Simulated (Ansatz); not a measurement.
Consider PbSe.

```
Pb Se
1.0
     3.06215    0.00000   -3.06215
     0.00000   -3.06215    3.06215
    -6.12430   -6.12430   -6.12430
Pb Se
3 3
Cartesian
  -6.1026 -6.1026 -6.1026
  -3.0405 -6.1027 -3.0405
  0.0216 -3.0405 -3.0405
  -3.0621 -6.1243 -6.1243
  -3.0621 -3.0621 -3.0621
  0.0000 -3.0622 0.0000
```

Space group R3m; changed on purpose from its base cell (all Pb atoms moved +0.037 Å, as atom 1 along Cartesian [1 1 1]); computed pressure about 2 GPa in this cell.

Method: DFT PBE, scalar-relativistic, plane waves, PAW (Ansatz 0.2.0).

**Predict the valence pseudo-density and electron localisation function between the atoms.**

Pb–Se (3.04 Å): ρ at the midpoint is about 0.22 e/Å³; the ELF is about 0.30 at the midpoint.
Pb–Se (3.08 Å): ρ at the midpoint is about 0.2 e/Å³; the ELF is about 0.30 at the midpoint.

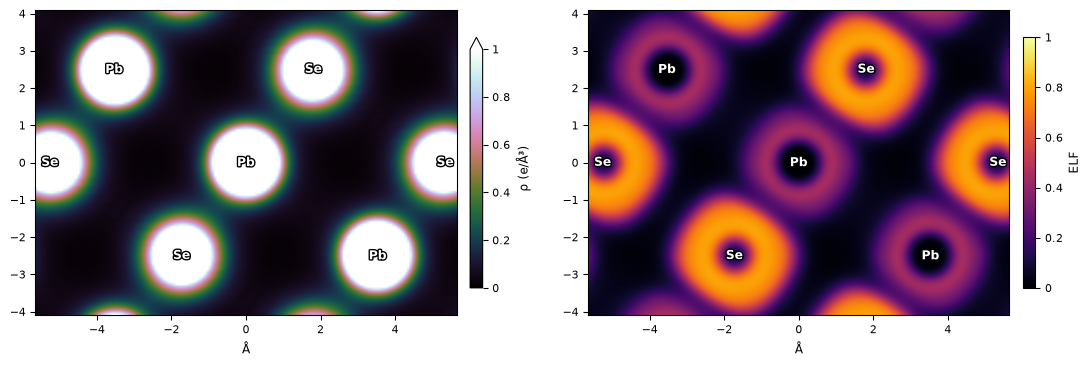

Computed valence pseudo-density and electron localisation function on the (110) plane of the conventional cell, in this order. 
